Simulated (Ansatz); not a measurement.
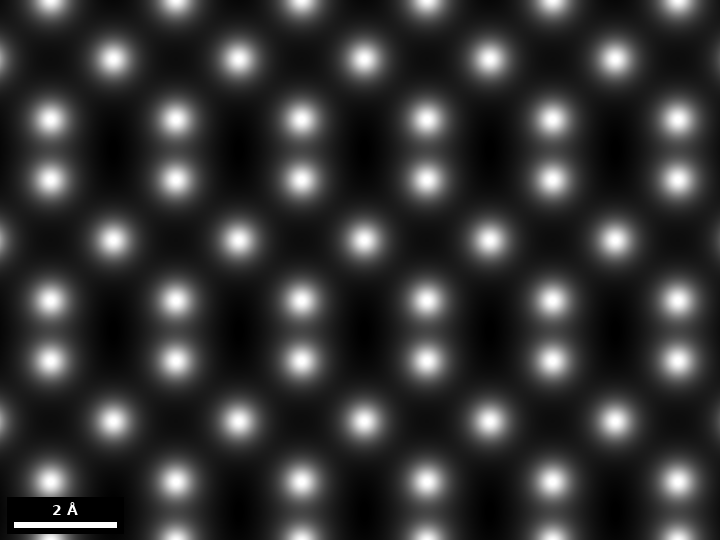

Projected-potential map of Cu. Computed as the sum of neutral-atom potentials (tabulated electron scattering factors, B = 0.5 Å²) projected along the beam and smoothed by 0.25 Å; brighter is more positive. The display is stretched by a gamma of 0.7; percentages refer to the linear signal.

Q: What two-dimensional lattice does the image show, and how large is its cell?

A: The pattern repeats on a rectangular net of 2.4 × 3.5 Å.

Q: Which plane group does this projection have?

A: p2mm: mirror lines in two perpendicular directions, with twofold points where they cross.

Q: How many columns does the smallest repeating cell hold, and how many levels of brightness?

A: 3 columns in the primitive cell of 8.6 Å², all of one brightness.

The crystal is Cu (P6/mmm, No. 191) seen along [100]. Structure used: the geometry relaxed with DFT, r2SCAN, plane waves (500 eV) with PAW, scalar-relativistic (Ansatz); the starting structure was generated, so it need not be a known form of this composition.
